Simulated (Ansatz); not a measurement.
## Two runs on C

System: C (4 atoms in the cell).
Method of run 1: DFT, PBE, dispersion d4, plane waves, PAW, PAW set soft_1, no spin polarisation (Ansatz 0.2.0).

The structure derives from an entry of the Crystallography Open Database. Text and figures count atoms from 1; the logs count them from 0 in places.

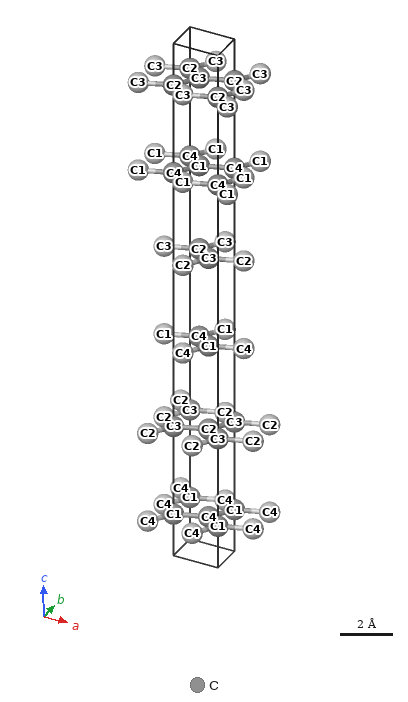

Figure 1. The structure as given in the input (ball-and-stick view of the cell 3 times as large as that of the calculation, set on its symmetry axes, seen slightly off an axis; neighbours outside the cell are drawn fainter; atoms are numbered from 1 in the order of the input). An atom can appear more than once, as a periodic image. Near neighbours in the periodic cell (some may lie outside the picture): C has 3 C at 1.42 Å.

Input file, run 1:
```yaml
crystal:
  lattice:
    - [1.2323967733, 0.7115246088, 6.9355397762]
    - [-1.2323967733, 0.7115246088, 6.9355397762]
    - [0.0, -1.4230492177, 6.9355397762]
  atoms:
    - { symbol: C, position: [0.0811215272, 0.0811215272, 0.0811215272] }
    - { symbol: C, position: [0.9188784728, 0.9188784728, 0.9188784728] }
    - { symbol: C, position: [0.2521922129, 0.2521922129, 0.2521922129] }
    - { symbol: C, position: [0.7478077871, 0.7478077871, 0.7478077871] }
basis:
  ecutwfc: 520.0
kpoints:
  mp_grid: { grid: [18, 18, 18] }
hamiltonian:
  xc: pbe
  pseudopotentials: { kind: paw, azcp: { folder: soft_1 } }
  dispersion: d4
scf:
  occupations: { method: gaussian, width: 0.01 }
output:
  forces: true
  eigenvalues: true
  stress: true
relax:
  adjacent_minimum: "off"
  f_tol: 0.005
  max_steps: 80
  cell: { stress_tol: 0.05 }
```

Command:
```bash
ansatz run input.yaml --threads 2 --pin off --max-ram 4096MiB --backend cpu --events-out ev --progress --plain --runs-dir out
```

Hardware: 2 threads of Arm Neoverse N1, 98 GiB of memory available, shared host.

Output, shortened to warnings, some set-up lines, iterations and results (run 1):
```
Basis set: ecut = 520 eV, 985 PW (Γ), FFT grids on a1−a3, a2−a3, a3, exchange–correlation on 40×40×108 points (8 copies of the dense FFT grid, shifted against one another)
Symmetry: 12 space group operations
k-points: 580 of 5832
Initial density: superposition of atomic densities (chi_scale 0.1, normalization cell)
[...]
SCF iter   1: F=—  HF=-1006.576593 eV  |F-HF|=—  |Δ(HF+E_count)|=         —  Δρ=1.26e-1  dr2=5.10e0  ethr=3.10e-3  ⟨swp⟩=6.0  Hψ=40875  notcnv=0
SCF iter   2: F=—  HF=-1004.604193 eV  |F-HF|=—  |Δ(HF+E_count)|=    1.97e0  Δρ=4.85e-2  dr2=6.05e-1  ethr=3.10e-3  ⟨swp⟩=3.0  Hψ=20490  notcnv=0
SCF iter   3: F=—  HF=-1004.401053 eV  |F-HF|=—  |Δ(HF+E_count)|=   2.03e-1  Δρ=6.46e-3  dr2=4.89e-3  ethr=3.10e-3  ⟨swp⟩=2.7  Hψ=17625  notcnv=0
SCF iter   4: F=—  HF=-1004.402862 eV  |F-HF|=—  |Δ(HF+E_count)|=   1.81e-3  Δρ=2.77e-4  dr2=8.81e-5  ethr=3.06e-5  ⟨swp⟩=3.0  Hψ=14431  notcnv=0
SCF iter   5: F=—  HF=-1004.402853 eV  |F-HF|=—  |Δ(HF+E_count)|=   9.91e-6  Δρ=1.90e-4  dr2=5.93e-5  ethr=5.51e-7  ⟨swp⟩=2.4  Hψ=13791  notcnv=0
[... 39 lines ...]
SCF iter   3: F=—  HF=-1004.404453 eV  |F-HF|=—  |Δ(HF+E_count)|=   3.60e-9  Δρ=2.64e-6  dr2=2.51e-10  ethr=8.38e-12  ⟨swp⟩=2.5  Hψ=11976  notcnv=0
SCF iter   4: F=—  HF=-1004.404453 eV  |F-HF|=—  |Δ(HF+E_count)|=   1.69e-9  Δρ=1.06e-6  dr2=4.25e-11  ethr=1.57e-12  ⟨swp⟩=2.8  Hψ=11724  notcnv=0
SCF iter   5: F=-1004.404453 eV  HF=-1004.404453 eV  |F-HF|=2.17e-11  |Δ(HF+E_count)|=  3.15e-10  Δρ=2.25e-7  dr2=3.37e-12  ethr=1.00e-12  ⟨swp⟩=4.5  Hψ=23952  notcnv=0
SCF 6 converged in 5 iterations: F = -1004.404453 eV  dr2 = 3.37e-12
relax step   6: F+E_penalty+E_count = -1004.40445344 eV  Δ(F+E_penalty+E_count) = +2.532e-5 eV  max|allowed force component| = 2.565e-4 eV/Å  Δτ_max = 0.0000 Å  P = +0.008 …
basis re-selected at this cell: Δ(F+E_penalty+E_count) = +2.532e-5 eV, ΔP = +0.001 GPa vs the last step (what re-selecting the basis moved, of the pressure what is left beyond the Pulay correction that the steps carried, after the strain that the cell walked since its last selection, with what the …
SCF converged after 5 iterations
Free energy (F): -1004.404453 eV
Harris-Foulkes:  -1004.404453 eV  (|F-HF|=2.17e-11)
Internal energy: -1004.404453 eV  (E = F + TS)
E sigma→0 (E₀):  -1004.404453 eV
Fermi energy:    6.824266 eV
--- Per-component energies (eV) ---
  E_band       = -37.212663
  E_kinetic    = 354.931495
  E_local      = -612.960089  (includes V_loc(G=0)·N_el)
  E_nonlocal   = 94.013491
  E_hartree    = 194.972034
  E_xc         = -188.081023
  E_vxc        = -231.640558  (∫ρ·V_xc dr)
  E_paw        = -400.514136  (= ΣΔE_a)
  E_vpaw       = -31.501072  (= ΣTr[D̂ρ^β])
  E_aug_tail   = 0.000001  (compensation charges beyond the density's cutoff)
  E_ewald      = -446.078860
  E_disp       = -0.687366  (pairwise vdW)
  E_smearing   = -0.000000  (= −TS)
  E_closure    = 0.000000  (closes the sum)
  Σ components = -1004.404453   (vs F -1004.404453, Δ=0.00e0)
--- Forces (eV/Å), atoms counted from 1 ---
  atom   1  C      0.00000000     0.00000000    -0.00025645
  atom   2  C      0.00000000    -0.00000000     0.00025645
  atom   3  C      0.00000000    -0.00000000     0.00017244
  atom   4  C      0.00000000     0.00000000    -0.00017244
  max |Σ_I F_I| component: 0.00e0 eV/Å
--- Stress (GPa, compression-positive) ---
        0.013913       0.000000      -0.000000
        0.000000       0.013913       0.000000
       -0.000000       0.000000      -0.004125
  P = ⅓ Tr σ = 0.0079 GPa (0.079 kbar)
--- Relaxed structure (5 steps of the walk, 4 accepted, 1 SCFs on fresh bases) ---
  F+E_penalty+E_count = -1004.40445344 eV   max|allowed force component| = 2.565e-4 eV/Å   (the final SCF, on the basis selected at the relaxed cell)
  cell:  # Å, volume = 35.8965 Å³
    - [1.22993623302858, 0.7101040152086637, 6.850083475863296]
    - [-1.22993623302858, 0.7101040152086637, 6.850083475863296]
    - [8.113508189142483e-34, -1.4202080304667106, 6.850083475858177]
  atoms:
    - { symbol: C, position: [0.08113071872485215, 0.08113071872485215, 0.08113071872485215] }
[...]
```

For run 2 the input was changed thus:
```diff
-  dispersion: d4
+  dispersion: d3bj
+  write_density: true
+  write_potential: true
+  elf: true
+  volumetric_format: npy
```

How does run 2 compare with run 1?

The total energies belong to different models, so their difference says nothing on which is more stable or more accurate. The volume per atom goes from 8.97 to 9.12 Å³. The SCF takes 12 iterations over all geometry steps against 37. On the same kind of shared host run 2 took about 0.38 times as long.

Output, shortened to warnings, some set-up lines, iterations and results (run 2):
```
Basis set: ecut = 520 eV, 985 PW (Γ), FFT grids on a1−a2, a2, −a2+a3, exchange–correlation on 40×108×40 points (8 copies of the dense FFT grid, shifted against one another)
Symmetry: 12 space group operations
k-points: 580 of 5832
Initial density: superposition of atomic densities (chi_scale 0.1, normalization cell)
[...]
SCF iter   1: F=—  HF=-1006.503250 eV  |F-HF|=—  |Δ(HF+E_count)|=         —  Δρ=1.26e-1  dr2=5.10e0  ethr=3.10e-3  ⟨swp⟩=5.9  Hψ=40922  notcnv=0
SCF iter   2: F=—  HF=-1004.530789 eV  |F-HF|=—  |Δ(HF+E_count)|=    1.97e0  Δρ=4.85e-2  dr2=6.05e-1  ethr=3.10e-3  ⟨swp⟩=3.0  Hψ=20483  notcnv=0
SCF iter   3: F=—  HF=-1004.327709 eV  |F-HF|=—  |Δ(HF+E_count)|=   2.03e-1  Δρ=6.46e-3  dr2=4.89e-3  ethr=3.10e-3  ⟨swp⟩=2.7  Hψ=17597  notcnv=0
SCF iter   4: F=—  HF=-1004.329506 eV  |F-HF|=—  |Δ(HF+E_count)|=   1.80e-3  Δρ=2.74e-4  dr2=8.70e-5  ethr=3.06e-5  ⟨swp⟩=3.0  Hψ=14445  notcnv=0
SCF iter   5: F=—  HF=-1004.329495 eV  |F-HF|=—  |Δ(HF+E_count)|=   1.07e-5  Δρ=1.89e-4  dr2=5.92e-5  ethr=5.44e-7  ⟨swp⟩=2.4  Hψ=13717  notcnv=0
[...]
SCF 1 converged in 7 iterations: F = -1004.329480 eV  dr2 = 2.50e-8
[...]
SCF iter   3: F=—  HF=-1004.329480 eV  |F-HF|=—  |Δ(HF+E_count)|=   2.69e-9  Δρ=2.39e-6  dr2=1.31e-9  ethr=3.74e-11  ⟨swp⟩=2.1  Hψ=9703  notcnv=0
SCF iter   4: F=—  HF=-1004.329480 eV  |F-HF|=—  |Δ(HF+E_count)|=   1.91e-9  Δρ=1.14e-6  dr2=2.70e-10  ethr=8.21e-12  ⟨swp⟩=2.9  Hψ=11527  notcnv=0
SCF iter   5: F=-1004.329480 eV  HF=-1004.329480 eV  |F-HF|=5.97e-11  |Δ(HF+E_count)|=  4.82e-10  Δρ=2.65e-7  dr2=1.31e-11  ethr=1.00e-12  ⟨swp⟩=4.9  Hψ=34498  notcnv=0
SCF 2 converged in 5 iterations: F = -1004.329480 eV  dr2 = 1.31e-11
relax step   2: F+E_penalty+E_count = -1004.32948011 eV  Δ(F+E_penalty+E_count) = -1.165e-8 eV  max|allowed force component| = 9.057e-4 eV/Å  Δτ_max = 0.0000 Å  P = +0.003 …
basis re-selected at this cell: Δ(F+E_penalty+E_count) = -1.165e-8 eV, ΔP = -0.000 GPa vs the last step (what re-selecting the basis moved, of the pressure what is left beyond the Pulay correction that the steps carried, after the strain that the cell walked since its last selection, with what the …
SCF converged after 5 iterations
Free energy (F): -1004.329480 eV
Harris-Foulkes:  -1004.329480 eV  (|F-HF|=5.97e-11)
Internal energy: -1004.329480 eV  (E = F + TS)
E sigma→0 (E₀):  -1004.329480 eV
Fermi energy:    6.645808 eV
--- Per-component energies (eV) ---
  E_band       = -39.749344
  E_kinetic    = 354.176885
  E_local      = -624.754993  (includes V_loc(G=0)·N_el)
  E_nonlocal   = 93.884643
  E_hartree    = 199.867379
  E_xc         = -187.879878
  E_vxc        = -231.375310  (∫ρ·V_xc dr)
  E_paw        = -400.440475  (= ΣΔE_a)
  E_vpaw       = -31.415311  (= ΣTr[D̂ρ^β])
  E_aug_tail   = 0.000001  (compensation charges beyond the density's cutoff)
  E_ewald      = -438.581552
  E_disp       = -0.601490  (pairwise vdW)
  E_smearing   = -0.000000  (= −TS)
  E_closure    = 0.000000  (closes the sum)
  Σ components = -1004.329480   (vs F -1004.329480, Δ=0.00e0)
--- Forces (eV/Å), atoms counted from 1 ---
  atom   1  C      0.00000000    -0.00000000     0.00090566
  atom   2  C      0.00000000     0.00000000    -0.00090566
  atom   3  C      0.00000000     0.00000000    -0.00074684
  atom   4  C     -0.00000000    -0.00000000     0.00074684
  max |Σ_I F_I| component: 1.85e-17 eV/Å
--- Stress (GPa, compression-positive) ---
        0.023393       0.000000       0.000000
        0.000000       0.023393       0.000000
       -0.000000       0.000000      -0.037044
  P = ⅓ Tr σ = 0.0032 GPa (0.032 kbar)
--- Relaxed structure (1 steps of the walk, 1 accepted, 1 SCFs on fresh bases) ---
  F+E_penalty+E_count = -1004.32948011 eV   max|allowed force component| = 9.057e-4 eV/Å   (the final SCF, on the basis selected at the relaxed cell)
  cell:  # Å, volume = 36.4898 Å³
    - [1.2323967733174523, 0.7115246088065909, 6.9355397762017095]
    - [-1.2323967733174523, 0.7115246088065909, 6.9355397762017095]
    - [0.0, -1.4230492176631808, 6.93553977619658]
  atoms:
    - { symbol: C, position: [0.0811215272, 0.0811215272, 0.0811215272] }
    - { symbol: C, position: [0.9188784728, 0.9188784728, 0.9188784727999999] }
[...]
```

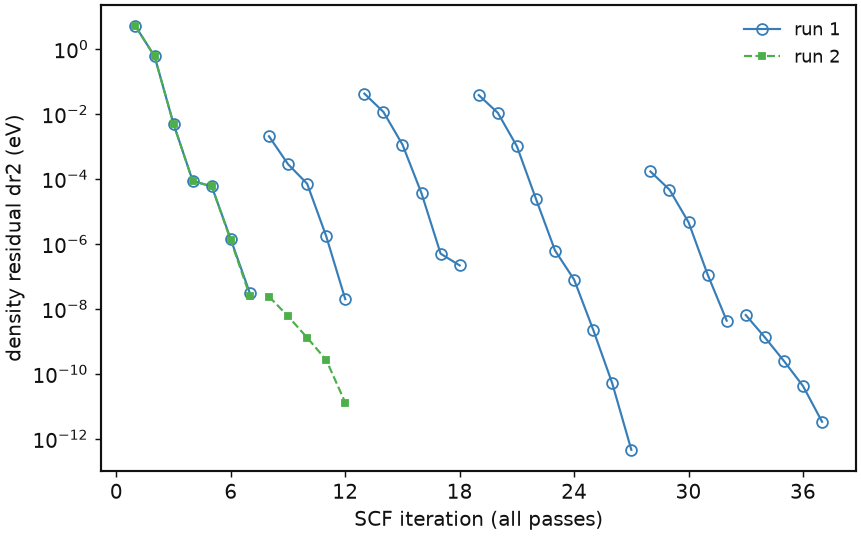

Figure 2. Convergence of the two runs: density residual dr2 against the SCF iteration. A break in a curve parts two SCF passes. Run 1 takes 37 iterations in all, and run 2 takes 12.

The two runs side by side:

```tsv
quantity	run 1	run 2
outcome	converged	converged
free energy per atom (eV)	−251.1011	−251.0824
gap on the mesh (eV)	0.26	0.24
pressure (GPa)	0.01	0.00
volume per atom (Å³)	8.97	9.12
largest force (eV/Å)	0.000	0.001
SCF iterations	37	12
irreducible k-points	580	580
wall time (shared host)	2.2 min	51 s
```
